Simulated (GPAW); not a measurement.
SiC (P6_3mc): refractive index against wavelength

The refractive index of SiC (P6_3mc) along x below the direct gap (4.07 eV on the mesh) is read from one computed spectrum, n = √(Re ε). x, y and z are the Cartesian axes of the input cell.

The structure is hexagonal, space group P6_3mc (No. 186). The conventional cell has a = 3.076 Å, b = 3.076 Å, c = 5.048 Å, α = 90.00°, β = 90.00°, γ = 120.00°. Si on site b is surrounded by 4 C at 1.87 to 1.94 Å. Around C on site b lie 4 Si at 1.87 to 1.94 Å.

Method: GPAW 26.7.0, PBE, RPA, k-mesh 12×12×7, local fields up to 70 eV, Lorentzian half width 0.12 eV.

Launch of the response step: `OMP_NUM_THREADS=1 python df.py`. The run took 2.6 min, its band step included, on 1 thread of Arm Neoverse V1, on a shared host.

| wavelength (nm) | photon energy E (eV) | n |
| --- | --- | --- |
| 1310 | 0.946 | 2.5762 |
| 1064 | 1.165 | 2.5856 |
| 850 | 1.459 | ? |
| 700 | 1.771 | 2.6231 |
| 633 | 1.959 | 2.6385 |
| 532 | 2.331 | 2.6755 |
| 450 | 2.755 | 2.7297 |

In the single-oscillator model n² − 1 = E₀E_d/(E₀² − E²), so 1/(n² − 1) = E₀/E_d − E²/(E₀E_d) is linear in E².

Working, on the rows shown:

| x = E² (eV²) | y = 1/(n² − 1) |
| --- | --- |
| 0.895757 | 0.177405 |
| 1.35784 | 0.175891 |
| 3.13716 | 0.170049 |
| 3.83641 | 0.167738 |
| 5.43137 | 0.162382 |
| 7.59115 | 0.155008 |

Means: x̄ = 3.7083, ȳ = 0.16808. Σ(x − x̄)(y − ȳ) = -0.1063, Σ(x − x̄)² = 31.82. Slope = -0.1063 / 31.82 = -0.003341; intercept = ȳ − slope · x̄ = 0.18047. Turned back into n, the line misses the rows shown by at most 0.00074.

Task: Predict the last column of the withheld row from the fit.

Result: At x = 2.1276 the line gives y = 0.17336, that is 2.6016. The run gave 2.6015, so the interpolation is off by 0.0001, 0.1 % of the range in the table.

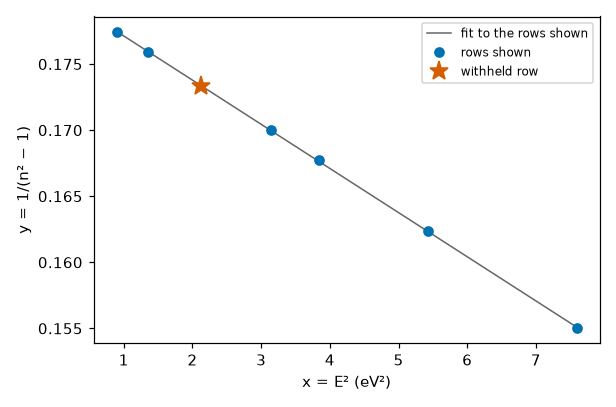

Refitted with all rows, the slope is -0.003342 and the intercept 0.18047. These give E₀ = √(intercept/−slope) = 7.35 eV and E_d = E₀/intercept = 40.7 eV; E₀ is 1.8 times the direct gap. The electronic limit at long wavelengths, without lattice vibrations, is n = √(1 + 1/intercept) = 2.558. Excitons are left out; PBE gaps are as a rule too small. The values come from a sum over the points of one k-mesh and carry its error, which grows as the direct gap shrinks.
